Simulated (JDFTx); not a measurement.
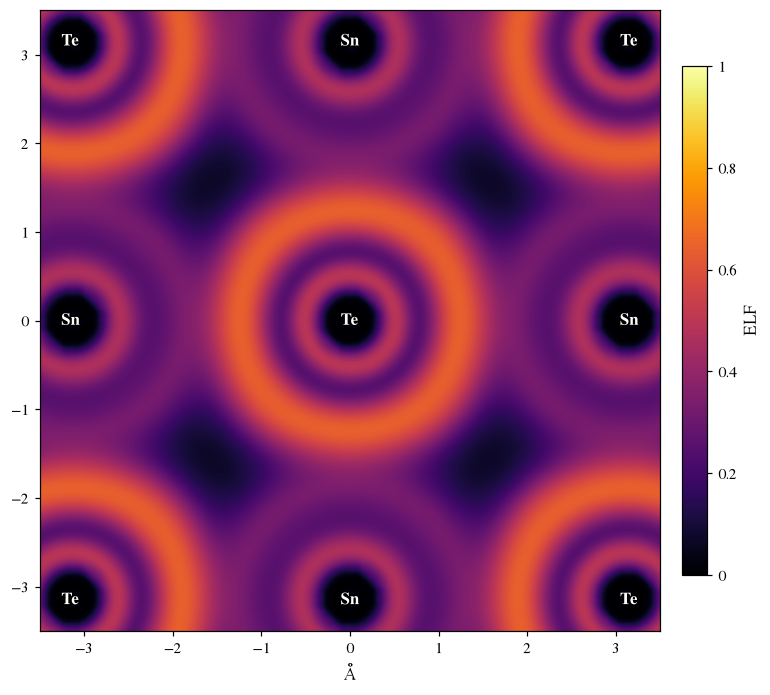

SnTe. ELF on the (001) plane of the conventional cell.

Space group Fm-3m.

These are results of Kohn-Sham DFT of a periodic cell, LDA, PseudoDojo-SR-LDA-0.4.1-standard (JDFTx 1.7.0 (patched build)), not measurements.

In a pseudopotential calculation such maps are meaningful between the atoms, not at the nuclei.

Question: What do the fields say about this system?

Answer: The plane passes through Te and Sn nuclei.
Sn–Te (3.15 Å): the ELF peaks at about 0.65 in the valence shell of Te, 1.3 Å from its nucleus, and is about 0.45 at the midpoint.
